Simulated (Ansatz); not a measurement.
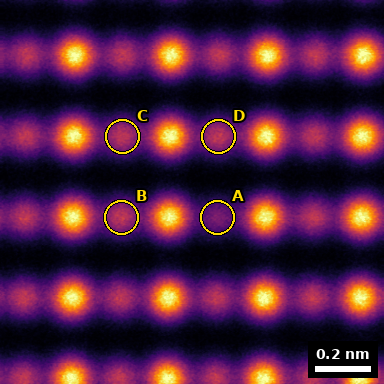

Dark-field STEM-like image of Pb (P6/mmm, No. 191) along [210]. The image is simulated as a sum over atoms of Z^1.7, blurred by a 1.21 Å probe (no channelling). The probe carries 15 % of its weight in a tail 2.5 times as wide. Shot noise and a slight drift were added.

The sample is 3 repeats (30.6 Å) thick. One point defect was put into the perfect crystal, without relaxing the atoms around it. Brightness is counted from the darkest point of the image. Host structure: the end point of a relaxation with DFT, BLYP, plane waves (420 eV) with PAW, scalar-relativistic (Ansatz 0.2.0); the starting structure was generated, so it need not be a known form of this composition.

Which ringed column holds the defect, and does it scatter more or less than its equals?

Answer. A; it scatters less. The column holds 3 atoms (Pb) through the sample, and one Pb atom is missing, so its peak drops to about 65 % of that of its equals.
